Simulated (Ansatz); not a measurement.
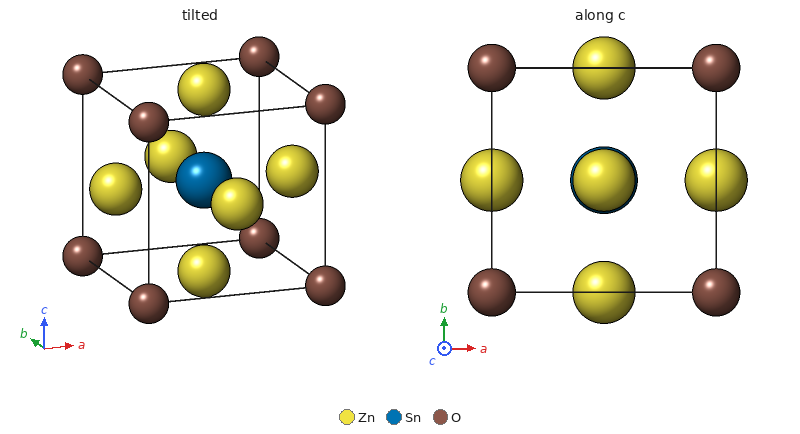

Crystal structure, spheres-only style, seen slightly off an axis and along the c axis. The frame is the conventional unit cell; atoms at its boundary are shown with their periodic copies. Cell: a = 5.08 Å, b = 5.08 Å, c = 5.08 Å, α = 90.00°, β = 90.00°, γ = 90.00°.

Its origin is a structure type filled with these elements by a generator (whether the compound takes this form wasn't checked). Earlier steps of the study may have refined or changed the cell and positions. It went into a calculation with Ansatz.

**Notes on the structure:**

Composition: Zn3SnO. Its lattice is primitive cubic, its space group Pm-3m (No. 221). Among the common structure types it is cubic antiperovskite. One cell contains 3 Zn, 1 Sn, 1 O, 5 atoms in all.

Computed with Ansatz 0.2.0, DFT PBE, scalar-relativistic, plane waves, PAW. Settings: a 420 eV plane-wave basis, k-point mesh 8×8×8, Gaussian smearing of 0.1 eV, no spin polarisation.

**What is the electronic character?**

A metal: bands cross the Fermi level.

**State the Bader charges by element.**

Zn +0.36 e; Sn -0.17 e; O -0.91 e.

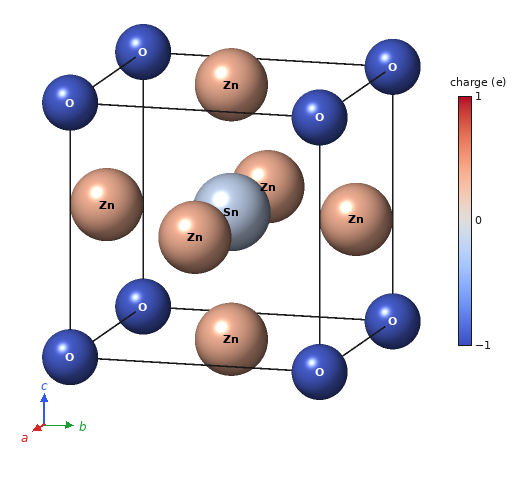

The atoms coloured by those charges. The run's cell of 5 atoms is drawn.

**Is the structure relaxed at this level of theory?**

Yes. All forces vanish to within 0.01 eV/Å. The pressure is 0.0 GPa, close to zero.
